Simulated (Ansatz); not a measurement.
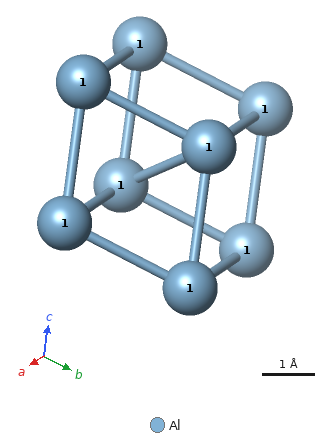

**Figure 1.** The structure as given in the input (ball-and-stick view of the cell of the calculation, seen slightly off an axis; atoms are numbered from 1 in the order of the input).

**Single-point calculation, with input and output: Al**

System: Al (Im-3m, 1 atom in the cell).
Method: DFT r2SCAN, scalar-relativistic, plane waves, PAW, no spin polarisation (Ansatz 0.2.0).

The structure derives from a Materials Project entry. Figures and captions count atoms from 1; the log counts them from 0 in places.

Output:
```
Engine: ansatz 0.2.0, x86_64-unknown-linux-gnu
Pseudopotentials: kind: paw
Pseudopotential: Al, paw, valence charge 3, recommended cutoff 500 eV (meta_gga), Al.paw.azcp
Functional definition: r2SCAN
  parameter k0 = 0.174
  parameter k1 = 0.065
  parameter a1 = 4.9479
  exchange = r2scan_x(k0 = k0, k1 = k1, a1 = a1)
  correlation = r2scan_c
Crystal: 1 atoms, lattice volume = 16.212 Å³
Basis set: ecut = 500 eV, 381 PW (Γ), exchange–correlation on 96×96×96 points (64 copies of the dense FFT grid, shifted against one another)
Bands: 6, of which v1, the nominal top of the filled ones, is band 2 counted from 1 (1 counted from 0)
Symmetry: 48 space group operations
Space group: Im-3m (ITA 229), of the structure as read, at distance tolerance 2.5e-5 Å
k-points: 104 of 2744
Non-local potential: Al, projectors of the file, l = 0: 2, l = 1: 2, l = 2: 1
PAW form: soft (Blöchl's): semilocal exchange-correlation on the pseudo side does not see the compensation charge
PAW frozen core: Al, regenerated for the run's functional (the file was generated under x = pbe(κ = 0.804, μ = 0.2195149727645171), c = pbe(β = 0.06672455060314922))
PAW one-centre angular grid: Al, 302 points (default); XC on 160 Gauss nodes
Initial density: superposition of atomic densities (neutral atoms: chi_scale 0, normalization atom), corrected by the library's trained network
Initial wavefunctions: pseudopotential atomic-orbital guess
Functional: x = r2scan, c = r2scan; τ floored in thin density (d = 2e-4 eV/Å³)
SCF iter   1: F=—  HF=-540.295999 eV  |F-HF|=—  |Δ(HF+E_count)|=         —  Δρ=3.94e-3  dr2=2.82e-3  dr2_τ=4.23e-3  ethr=1.77e-3  ⟨swp⟩=4.6  Hψ=5372  notcnv=0
preconditioner: auto → none  [metal: Δε(μ)=0.079 eV  Ē_g=14.309 eV  σ=0.150 eV  W_gap=0.28  n_scr=0 (ndim 8)  ℏωp=16.0 eV  f_vac=0.000  D(μ)=0.42/eV (n_scr^D=0)]
SCF iter   2: F=—  HF=-540.302368 eV  |F-HF|=—  |Δ(HF+E_count)|=   6.37e-3  Δρ=2.71e-3  dr2=1.31e-3  dr2_τ=2.58e-6  ethr=9.39e-5  ⟨swp⟩=2.1  Hψ=1622  notcnv=0  defer=4
SCF iter   3: F=—  HF=-540.302148 eV  |F-HF|=—  |Δ(HF+E_count)|=   2.20e-4  Δρ=1.45e-3  dr2=3.57e-4  dr2_τ=4.53e-7  ethr=4.37e-5  ⟨swp⟩=1.0  Hψ=591  notcnv=0  defer=4
SCF iter   4: F=—  HF=-540.302100 eV  |F-HF|=—  |Δ(HF+E_count)|=   4.80e-5  Δρ=5.17e-4  dr2=4.47e-5  dr2_τ=3.48e-8  ethr=1.19e-5  ⟨swp⟩=1.0  Hψ=591  notcnv=0  defer=4
SCF iter   5: F=—  HF=-540.302095 eV  |F-HF|=—  |Δ(HF+E_count)|=   4.81e-6  Δρ=1.08e-4  dr2=1.90e-6  dr2_τ=1.26e-9  ethr=1.49e-6  ⟨swp⟩=1.0  Hψ=591  notcnv=0  defer=4
SCF iter   6: F=-540.302095 eV  HF=-540.302095 eV  |F-HF|=2.09e-9  |Δ(HF+E_count)|=   1.52e-7  Δρ=1.22e-5  dr2=2.38e-8  dr2_τ=1.73e-11  ethr=3.33e-9  ⟨swp⟩=6.6  Hψ=2839  notcnv=0
SCF 1 converged in 6 iterations: F = -540.302095 eV  dr2 = 2.38e-8
  greatest PAW one-centre occupation: 0.451 electrons in one spin orbital (limit 2), on the Al atom at site 0 (counted from 0), in its partial waves of l = 0
```

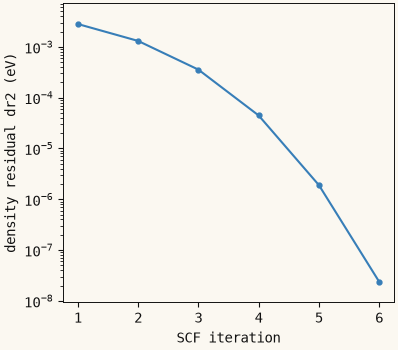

**Figure 2.** Convergence of the self-consistent field: density residual dr2 against the SCF iteration. The residual falls at every step.

```
SCF converged after 6 iterations
Free energy (F): -540.302095 eV
Harris-Foulkes:  -540.302095 eV  (|F-HF|=2.09e-9)
Internal energy: -540.297371 eV  (E = F + TS)
E sigma→0 (E₀):  -540.299733 eV
Entropy (-TS):   -0.004724 eV (-4.724 meV/atom)
Fermi energy:    8.173121 eV
--- Per-component energies (eV) ---
  E_band       = 10.253472
  E_kinetic    = 23.157204
  E_local      = 10.589491  (includes V_loc(G=0)·N_el)
  E_nonlocal   = 9.747602
  E_hartree    = 0.082046
  E_xc         = -36.773580
  E_vxc        = -31.253926  (∫ρ·V_xc dr)
  E_paw        = -473.087075  (= ΣΔE_a)
  E_vpaw       = -3.394991  (= ΣTr[D̂ρ^β])
  E_aug_tail   = -0.000001  (compensation charges beyond the density's cutoff)
  E_vtau       = 1.243986  (kinetic-family band-sum trace: ∫τ·v_τ [+ j·A + Jᵃ·Aᵃ] dr)
  E_ewald      = -73.952951
  E_core_change = -0.060108  (= ΣΔE_core)
  E_smearing   = -0.004724  (= −TS)
  E_closure    = -0.000000  (closes the sum)
  Σ components = -540.302095   (vs F -540.302095, Δ=0.00e0)
--- Forces (eV/Å), atoms counted from 1 ---
  atom   1  Al     0.00000000     0.00000000    -0.00000000
  max |Σ_I F_I| component: 1.41e-33 eV/Å
--- Stress (GPa, compression-positive) ---
        0.177743      -0.000000       0.000000
       -0.000000       0.177743       0.000000
        0.000000      -0.000000       0.177743
  P = ⅓ Tr σ = 0.1777 GPa (1.777 kbar)
--- Band table (eV; the first three rows and the last of 104) ---
  k-point 0: bands = ["-3.8137", "22.2672", "22.2672", "22.2672", "24.3851", "24.3851"]
  k-point 1: bands = ["-3.6558", "20.5530", "21.3982", "21.6412", "23.5674", "24.4132"]
  k-point 2: bands = ["-3.1834", "17.4768", "20.1577", "20.4195", "22.2745", "23.3878"]
  k-point 103: bands = ["10.2092", "10.2092", "10.2092", "11.1103", "11.1103", "14.8785"]
```

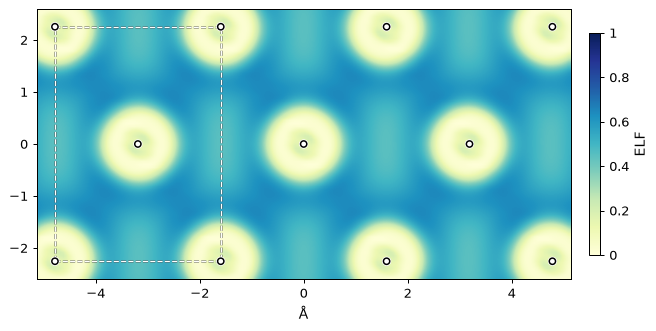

**Figure 3.** Electron localisation function on the (11̄0) plane of the conventional cell. Circles mark the nuclei in the plane (Al). The section cuts through Al sites. Al–Al (2.76 Å): the ELF peaks at about 0.65 between the atoms. In a PAW calculation such maps are meaningful between the atoms, not at the nuclei.

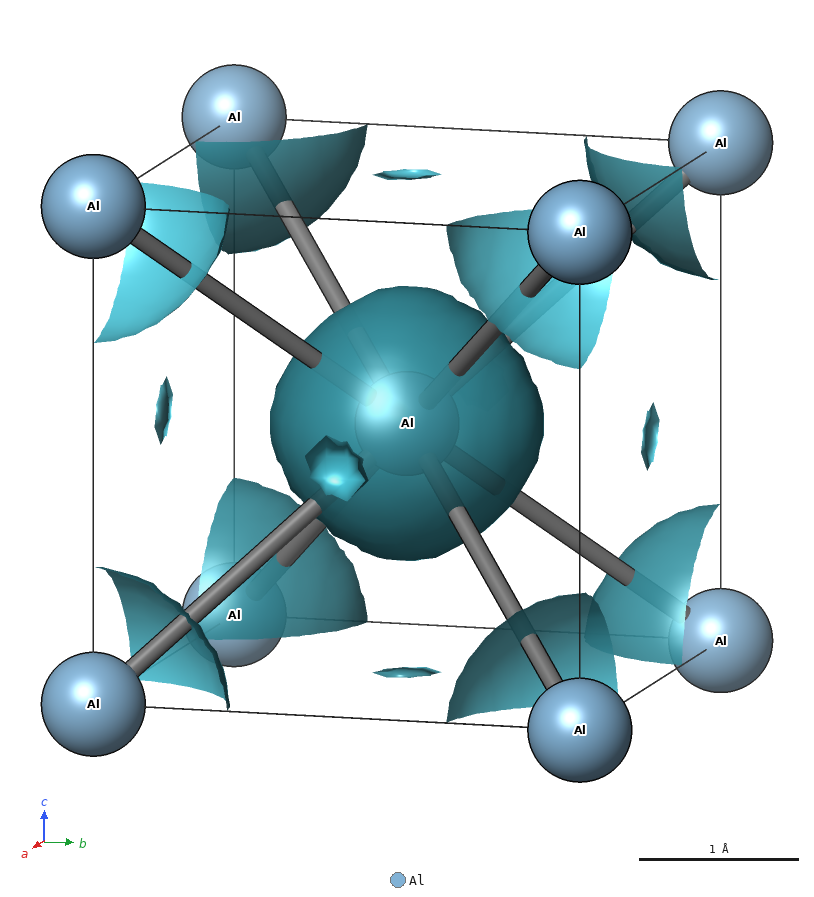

**Figure 4.** Isosurface of the ELF at 0.45 (cyan), seen slightly off an axis. Only the valence region is drawn (cores and ρ < 0.01 e/Å³ removed). Sticks mark near contacts. The outline is the cell set on symmetry axes. Profiles from the grid: Al–Al (2.76 Å): the ELF peaks at about 0.65 between the atoms.

The run was set up as follows.

Input file:
```yaml
crystal:
  lattice:
    - [-1.5943685756, 1.5943685756, 1.5943685756]
    - [1.5943685756, -1.5943685756, 1.5943685756]
    - [1.5943685756, 1.5943685756, -1.5943685756]
  atoms:
    - { symbol: Al, position: [0.0, 0.0, 0.0] }
basis:
  ecutwfc: 500
kpoints:
  mp_grid: { grid: [14, 14, 14] }
hamiltonian:
  xc: r2scan
scf:
  occupations: { method: gaussian, width: 0.15 }
output:
  forces: true
  stress: true
  eigenvalues: true
  write_density: true
  write_potential: true
  elf: true
  volumetric_format: npy
```

Run as:
```bash
ansatz run input.yaml --threads 1 --pin off --max-ram 2560MiB --backend cpu --events-out ev --progress --plain --runs-dir out
```

Summary:

| quantity | value |
| --- | --- |
| outcome | converged |
| space group (tolerance 0.01 Å) | Im-3m (229) |
| electrons treated | 3 |
| free energy | −540.3021 eV |
| Fermi energy | 8.173 eV |
| gap on the k-point mesh | none (metallic) |
| pressure | 0.18 GPa |
| largest force (length of the vector) | under 0.001 eV/Å |
| hardware | 1 thread of Oxide Virtual Turin-like (Zen 5), 32 GiB of memory available, shared host |
| wall time | 1.5 s |
| peak memory | 0.36 GiB |
